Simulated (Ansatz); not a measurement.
Structure data:

Space group P6_3mc (No. 186). a = 3.315 Å, b = 3.315 Å, c = 5.118 Å, α = 90.00°, β = 90.00°, γ = 120.00°
```tsv
atom	site	symmetry	x	y	z
Mg	2b	3m.	0.3333	0.6667	0.0062
O	2b	3m.	0.3333	0.6667	0.3984
```

> Say what kind of structure these coordinates give.

The stoichiometry is MgO. The atoms follow space group P6_3mc (No. 186); the Bravais lattice is primitive hexagonal. It belongs to the family called wurtzite. Atoms per cell: 4 (2 Mg, 2 O). Each Mg is bonded to four O in a tetrahedral arrangement at 1.99 to 2.01 Å. Around each O lie four Mg in a tetrahedral arrangement at 1.99 to 2.01 Å. The bonds build a three-dimensional framework.

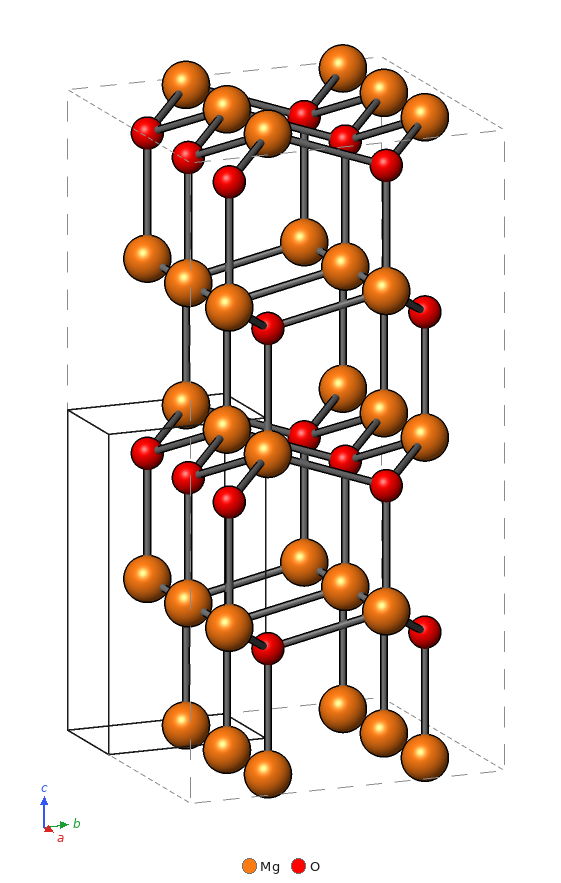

The crystal in a ball-and-stick representation, seen slightly off an axis. The structure is repeated 3×2×2 times; solid lines mark one conventional unit cell.

It goes back to a structure listed in the Materials Project. The geometry was optimised with DFT PBE, scalar-relativistic, plane waves, PAW (Ansatz 0.2.0).
